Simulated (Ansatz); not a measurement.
# A series of single points on C

System: C (Fmmm, 8 atoms in the cell).
Method: DFT LDA, scalar-relativistic, plane waves, PAW, no spin polarisation (Ansatz 0.2.0).

The 8 runs differ only in the geometry, by a strain of the cell at fixed fractional positions. Against run 5, the strain is εyy = −0.01 η, εyz = η and εzz = −0.01 η. The structure derives from a Materials Project entry.

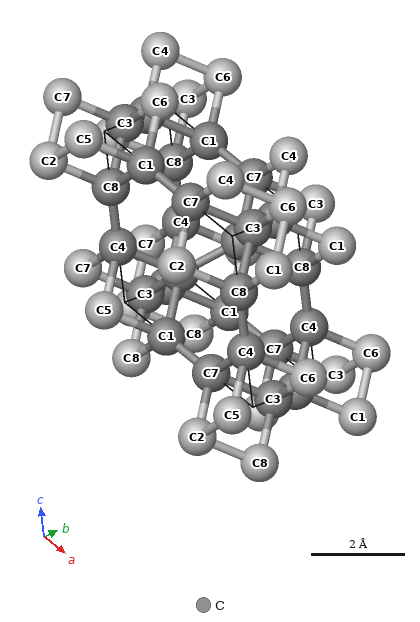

Figure 1. The structure of run 5 (ball-and-stick view of the cell of the calculation, seen slightly off an axis; neighbours outside the cell are drawn fainter; atoms are numbered from 1 in the order of the input). An atom can appear more than once, as a periodic image.

### Input of run 5
```yaml
crystal:
  lattice:
    - [-2.410398307, 2.4284762943, 2.4284762943]
    - [2.410398307, -2.3923203197, 2.3923203197]
    - [2.410398307, 2.3923203197, -2.3923203197]
  atoms:
    - { symbol: C, position: [0.325471087, 0.0, 0.0] }
    - { symbol: C, position: [0.674528913, 0.674528913, 0.674528913] }
    - { symbol: C, position: [0.0, 0.325471087, 0.0] }
    - { symbol: C, position: [0.0, 0.0, 0.325471087] }
    - { symbol: C, position: [0.0, 0.674528913, 0.0] }
    - { symbol: C, position: [0.325471087, 0.325471087, 0.325471087] }
    - { symbol: C, position: [0.674528913, 0.0, 0.0] }
    - { symbol: C, position: [0.0, 0.0, 0.674528913] }
basis:
  ecutwfc: 420
kpoints:
  mp_grid: { grid: [8, 8, 8] }
hamiltonian:
  xc: lda
scf:
  occupations: { method: gaussian, width: 0.05 }
output:
  forces: true
  stress: true
  eigenvalues: true
```

Command:
```bash
ansatz run input.yaml --threads 2 --pin off --max-ram 5120MiB --backend cpu --events-out ev --progress --plain --runs-dir out
```

Run 7 differs from it as follows:
```diff
-    - [-2.410398307, 2.4284762943, 2.4284762943]
-    - [2.410398307, -2.3923203197, 2.3923203197]
-    - [2.410398307, 2.3923203197, -2.3923203197]
+    - [-2.410398307, 2.4465542816, 2.4465542816]
+    - [2.410398307, -2.3742423324, 2.3742423324]
+    - [2.410398307, 2.3742423324, -2.3742423324]
```

### Results, with one run withheld

| run | strain parameter η (%) | free energy per atom, from the lowest run given (meV) | pressure (GPa) | gap on the mesh (eV) |
| --- | --- | --- | --- | --- |
| 1 | −2.7502 | 10.20 | 0.14 | 2.71 |
| 2 | −1.7501 | 2.42 | 0.04 | 2.87 |
| 3 | −0.5000 | 0.00 | 0.00 | 3.00 |
| 4 | −0.2500 | 0.49 | 0.01 | 2.95 |
| 5 | 0.0000 | 1.29 | 0.02 | 2.91 |
| 6 | 0.5000 | 3.87 | 0.06 | 2.83 |
| 7 | 0.7500 | ? | ? | ? |
| 8 | 1.0001 | 7.76 | 0.11 | 2.75 |

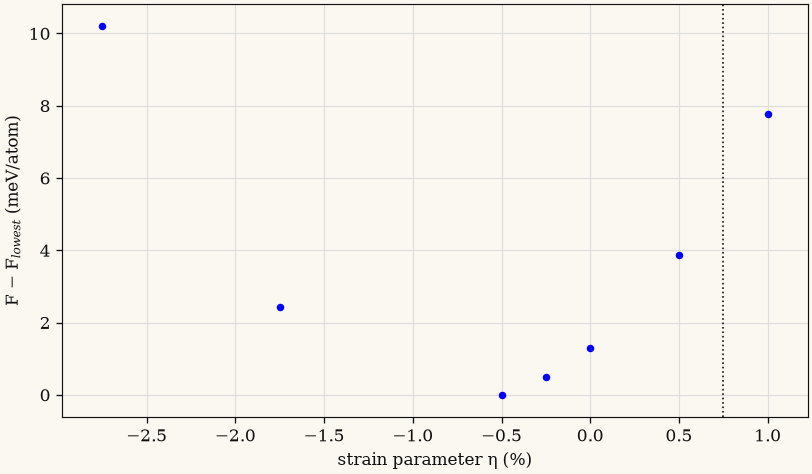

Figure 2. Free energy per atom of the runs given; the dotted line marks run 7.

Fit the runs given and predict run 7.

A cubic polynomial in the coordinate, fitted to the 7 runs given, misses them by at most 0.01 meV per atom. With x = η + 0.5357, it reads F = −0.045254 + 1.1113 x + 2.5867 x² − 0.0018314 x³ (meV per atom). At run 7 it gives 5.66 meV per atom, and the run itself gives 5.65. The fit has its minimum at η = −0.7505 %. The gap on the mesh lies between 2.71 eV (run 1) and 3.00 eV (run 3); run 7 has 2.79 eV. These are gaps of this functional on this mesh, which can miss the band edges; they aren't the measured gap.

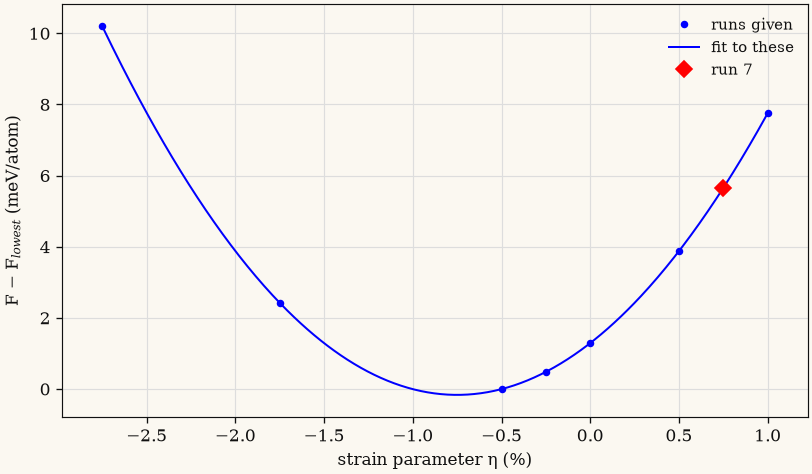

Figure 3. The fit and the withheld run.

### Output, shortened to warnings, some set-up lines, iterations and results (run 7)
```
Basis set: ecut = 420 eV, 1081 PW (Γ)
Symmetry: 8 space group operations
k-points: 95 of 512
Initial density: superposition of atomic densities (neutral atoms: chi_scale 0, normalization atom), corrected by the library's trained network
[...]
SCF iter   1: F=—  HF=-1938.210168 eV  |F-HF|=—  |Δ(HF+E_count)|=         —  Δρ=1.44e-2  dr2=7.98e-2  ethr=1.77e-3  ⟨swp⟩=7.0  Hψ=11482  notcnv=0  defer=6
SCF iter   2: F=—  HF=-1938.183313 eV  |F-HF|=—  |Δ(HF+E_count)|=   2.69e-2  Δρ=4.78e-3  dr2=5.04e-3  ethr=2.49e-4  ⟨swp⟩=2.4  Hψ=4651  notcnv=0  defer=138
SCF iter   3: F=—  HF=-1938.182840 eV  |F-HF|=—  |Δ(HF+E_count)|=   4.73e-4  Δρ=1.71e-3  dr2=5.01e-4  ethr=1.57e-5  ⟨swp⟩=2.9  Hψ=3862  notcnv=0  defer=43
SCF iter   4: F=—  HF=-1938.182984 eV  |F-HF|=—  |Δ(HF+E_count)|=   1.45e-4  Δρ=3.29e-4  dr2=2.72e-5  ethr=1.57e-6  ⟨swp⟩=2.8  Hψ=3844  notcnv=0  defer=43
SCF iter   5: F=—  HF=-1938.183001 eV  |F-HF|=—  |Δ(HF+E_count)|=   1.69e-5  Δρ=1.47e-4  dr2=1.60e-5  ethr=8.50e-8  ⟨swp⟩=2.0  Hψ=3561  notcnv=0  defer=43
SCF iter   6: F=-1938.182997 eV  HF=-1938.182997 eV  |F-HF|=1.41e-8  |Δ(HF+E_count)|=   4.00e-6  Δρ=1.48e-5  dr2=6.22e-8  ethr=3.13e-10  ⟨swp⟩=6.4  Hψ=12224  notcnv=0
SCF 1 converged in 6 iterations: F = -1938.182997 eV  dr2 = 6.22e-8
SCF converged after 6 iterations
Free energy (F): -1938.182997 eV
Harris-Foulkes:  -1938.182997 eV  (|F-HF|=1.41e-8)
Internal energy: -1938.182997 eV  (E = F + TS)
E sigma→0 (E₀):  -1938.182997 eV
Fermi energy:    11.138525 eV
--- Per-component energies (eV) ---
  E_band       = 32.946021
  E_kinetic    = 736.924434
  E_local      = -927.807304  (includes V_loc(G=0)·N_el)
  E_nonlocal   = 223.870422
  E_hartree    = 269.114811
  E_xc         = -384.409349
  E_vxc        = -478.294415  (∫ρ·V_xc dr)
  E_paw        = -733.906274  (= ΣΔE_a)
  E_vpaw       = -59.975075  (= ΣTr[D̂ρ^β])
  E_aug_tail   = 0.000080  (compensation charges beyond the density's cutoff)
  E_ewald      = -1122.472477
  E_core_change = 0.502660  (= ΣΔE_core)
  E_smearing   = -0.000000  (= −TS)
  E_closure    = -0.000000  (closes the sum)
  Σ components = -1938.182997   (vs F -1938.182997, Δ=0.00e0)
--- Forces (eV/Å), atoms counted from 1 ---
  atom   1  C     -0.02889841     0.04393608     0.04393608
  atom   2  C     -0.02889841    -0.04393608    -0.04393608
  atom   3  C     -0.05143109     0.04880632    -0.04880632
  atom   4  C     -0.05143109    -0.04880632     0.04880632
  atom   5  C      0.05143109    -0.04880632     0.04880632
  atom   6  C      0.02889841     0.04393608     0.04393608
  atom   7  C      0.02889841    -0.04393608    -0.04393608
  atom   8  C      0.05143109     0.04880632    -0.04880632
  max |Σ_I F_I| component: 2.08e-17 eV/Å
--- Stress (GPa, compression-positive) ---
        0.111307       0.000000      -0.000000
        0.000000       0.068093      -8.891215
       -0.000000      -8.891215       0.068093
  P = ⅓ Tr σ = 0.0825 GPa (0.825 kbar)
```
